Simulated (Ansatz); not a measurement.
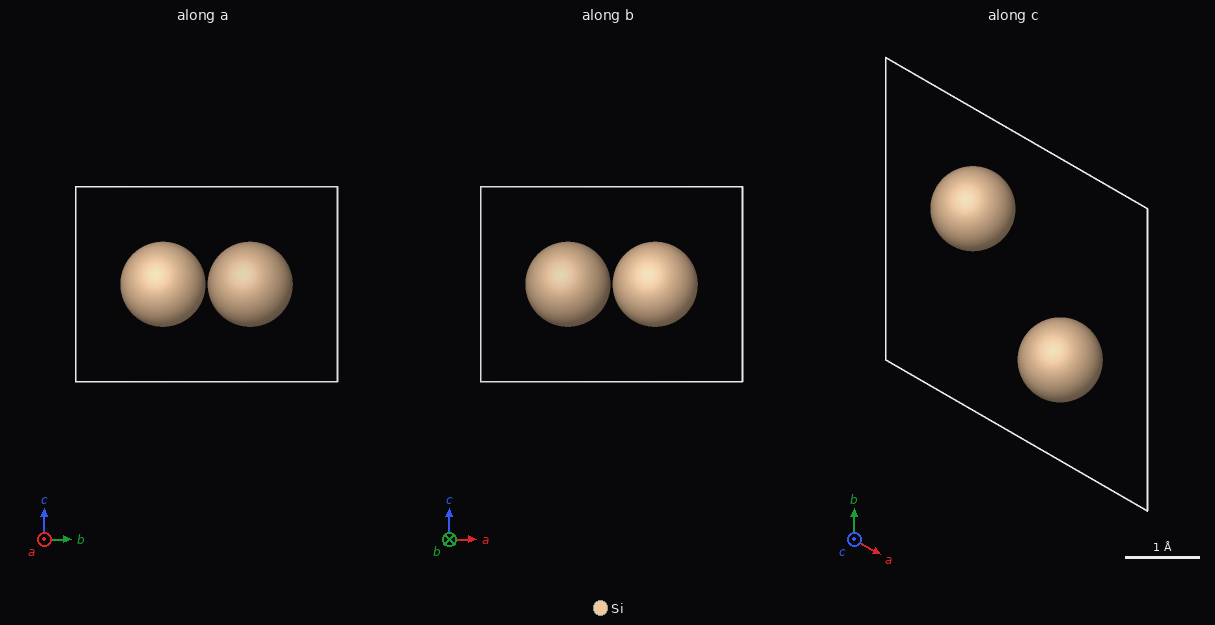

Crystal structure, spheres-only style, seen along the a axis, along the b axis and along the c axis. Atoms at the boundary of the conventional unit cell (the box) are drawn once for each face, edge or corner they touch.

Lattice parameters: a = 4.1209 Å, b = 4.1209 Å, c = 2.6548 Å, α = 90.000°, β = 90.000°, γ = 120.000°.

Set out the cell and atoms as a CIF in P1 with every atom of the cell.

```cif
data_structure
_symmetry_space_group_name_H-M 'P 1'
_symmetry_Int_Tables_number 1
_cell_length_a 4.1209
_cell_length_b 4.1209
_cell_length_c 2.6548
_cell_angle_alpha 90.000
_cell_angle_beta 90.000
_cell_angle_gamma 120.000
_cell_volume 39.04
loop_
_atom_site_label
_atom_site_type_symbol
_atom_site_fract_x
_atom_site_fract_y
_atom_site_fract_z
_atom_site_occupancy
Si1 Si 0.3333 0.6667 0.5000 1
Si2 Si 0.6667 0.3333 0.5000 1
```

It goes back to a structure type filled with this element by a generator (whether the element takes this form wasn't checked). Earlier steps of the study may have refined or changed the cell and positions. It went into a calculation with Ansatz.
